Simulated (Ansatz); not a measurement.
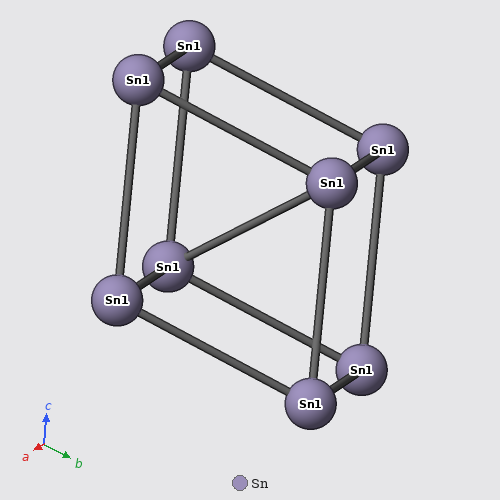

The system is Sn (Im-3m, No. 229; 1 atom in the cell); the picture shows the reference structure. The cell is strained homogeneously, by one strain along x and y and another along z, with fractional coordinates fixed (x, y and z along the cube axes). First axis: strain along x and y. Second axis: strain along z. The scan uses a 5 × 5 grid. All energies are given in meV/atom relative to the unstrained cell. The reference cell is the one listed in the database, not relaxed at this level. The calculation used DFT PBEsol, scalar-relativistic, plane waves, PAW in Ansatz 0.2.0. Settings: cutoff 420 eV, k-mesh 18×18×18, gaussian smearing 0.15 eV, no spin polarisation.

Its coordinates:

```yaml
crystal:
  lattice:
    - [-1.89465, 1.89465, 1.89465]
    - [1.89465, -1.89465, 1.89465]
    - [1.89465, 1.89465, -1.89465]
  atoms:
    - { symbol: Sn, position: [0.00000, 0.00000, 0.00000] }
```

Range: strain along x and y from −3.0 to 3.0 %; strain along z from −3.0 to 3.0 %.

Question: What will the energy surface look like?

Answer: The lowest grid point is at strain along x and y = −3.0 %, strain along z = 3.0 %, −10.1 meV/atom from the unstrained cell. It lies at the edge of the scanned range, so the true minimum may lie outside. The energy also falls towards the edge at strain along x and y = 0.0 %, strain along z = −3.0 % (2.2 meV/atom above the lowest), where a further well may lie outside the range. The highest grid point, strain along x and y = 3.0 %, strain along z = 3.0 %, lies 68.6 meV/atom above the lowest.

| strain along z ↓, strain along x and y → | −3.0 | −1.5 | 0.0 | 1.5 | 3.0 |
| --- | --- | --- | --- | --- | --- |
| 3.0 | −10.1 | −2.8 | 11.8 | 32.5 | 58.5 |
| 1.5 | −8.6 | −5.4 | 5.3 | 22.3 | 44.6 |
| 0.0 | −5.3 | −6.4 | 0.0 | 12.7 | 31.3 |
| −1.5 | 0.1 | −6.0 | −4.5 | 4.0 | 19.1 |
| −3.0 | 7.3 | −4.4 | −7.9 | −3.4 | 8.2 |

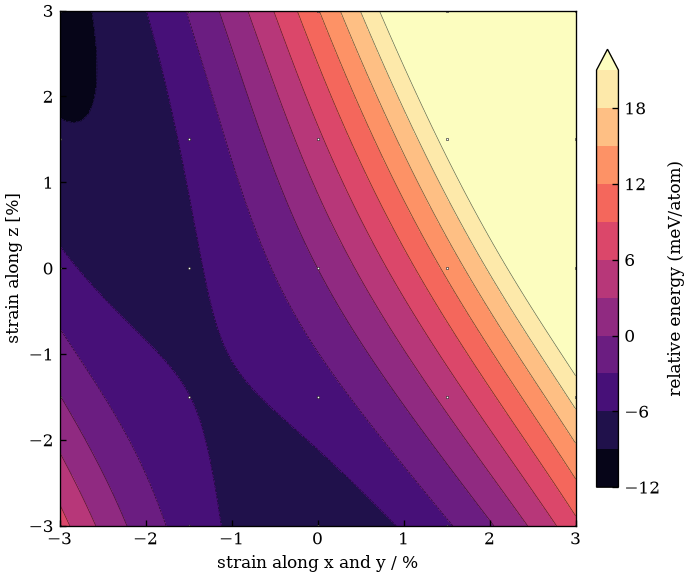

The picture shows filled contours, dots at the grid points, one colour for all values above the top of the scale. Between grid points the surface is interpolated.
